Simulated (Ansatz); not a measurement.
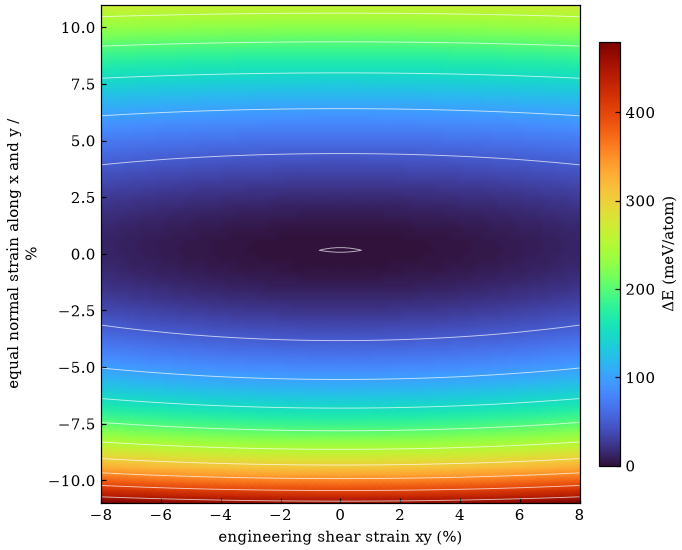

SnO (Pmn2_1, No. 31; 4 atoms in the cell). The energy is mapped over two homogeneous strains (x along [1 0 0], y along [0 1 0], z along [0 0 1] of the conventional cell). First axis: engineering shear strain xy. Second axis: equal normal strain along x and y. Nothing is relaxed (fractional coordinates fixed). The scan uses a 5 × 5 grid; 15 points were computed and 10 follow by symmetry. Points are written as (first, second). All energies are given in meV/atom relative to the lowest grid point. The calculation used DFT LDA+D3(BJ), scalar-relativistic, plane waves, PAW (Ansatz). Settings: cutoff 520 eV, k-mesh 8×6×8 in the order of the run's cell vectors, gaussian smearing 0.05 eV, no spin polarisation.

Drawn: a smooth colour map with a few white contour lines. Between grid points the surface is interpolated.

The lowest grid point is at (0 %, 0.0 %). It is the only kind of minimum in the scanned range. The highest grid point, (−8 %, −11.0 %), lies 480 meV/atom above the lowest. The gap on the k-mesh is 1.0 eV at the lowest point and runs from 0.7 to 1.1 eV over the map.

The level of theory is changed to Ansatz 0.2.0, DFT PBE+D3(BJ), scalar-relativistic, plane waves, PAW; with it change the cell, relaxed at the new level (first cell vector 3.348 Å, before 3.268 Å).

Question: How does the landscape change?

Answer: The lowest place stays at (0 %, 0.0 %). The span from the lowest to the highest grid point shrinks from 480 to 413 meV/atom. The curvature at the minimum changes from about 41 to 31 GPa along engineering shear strain xy and from about 560 to 430 GPa along the second coordinate. In the new map: the gap on the k-mesh is 1.3 eV at the lowest point and runs from 0.7 to 1.4 eV over the map.

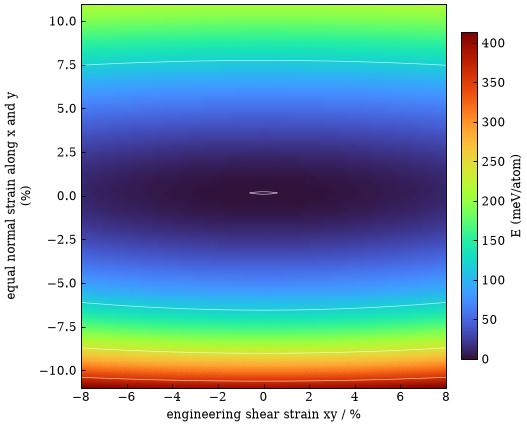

The map after the change, on a colour scale of its own. Drawn: a smooth colour map with a few white contour lines. Between grid points the surface is interpolated.

PAW datasets: the set soft_1.
